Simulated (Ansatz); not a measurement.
Polymorphs of GaN told apart by optics

Method, alike for all: Ansatz, LDA, independent particles, without spin-orbit coupling, line width 0.1 eV (Gaussian).

Structure 1:

The structure is cubic, space group F-43m (No. 216). The conventional cell has a = 4.507 Å, b = 4.507 Å, c = 4.507 Å, α = 90.00°, β = 90.00°, γ = 90.00°. Ga on site a is surrounded by 4 N at 1.95 Å. N on site d has 4 Ga at 1.95 Å as nearest neighbours.

Structure 2:

Symmetry: P6_3mc, No. 186, hexagonal system. Conventional cell: a = 3.180 Å, b = 3.180 Å, c = 5.166 Å, α = 90.00°, β = 90.00°, γ = 120.00°. Ga on site b has 4 N at 1.94 to 1.95 Å as nearest neighbours. N on site b is surrounded by 4 Ga at 1.94 to 1.95 Å.

Spectrum A:

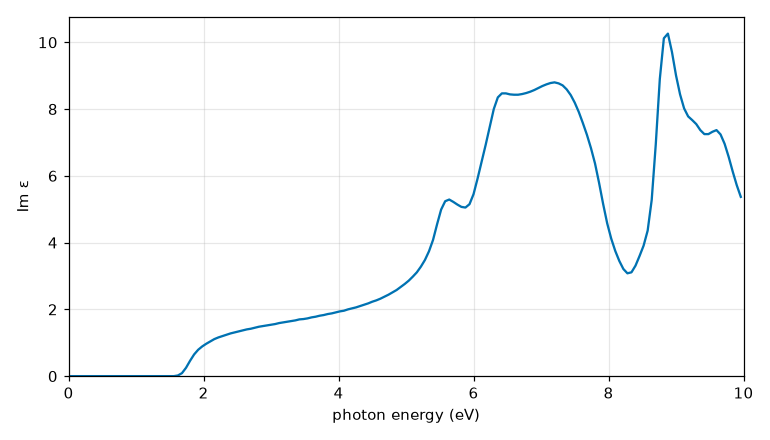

Spectrum B:

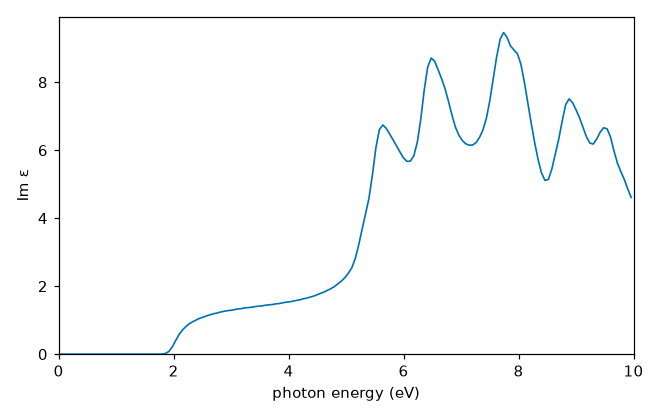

Problem. Match each spectrum to its structure.

Solution. A is structure 1 (F-43m, 11.4 Å³ an atom): least direct gap 1.73 eV, ε∞ = 6.19 along the first axis, strongest peak along the first axis at 8.86 eV. B is structure 2 (P6_3mc, 11.3 Å³ an atom): least direct gap 1.97 eV, ε∞ = 5.99 along the first axis, strongest peak along the first axis at 7.74 eV.
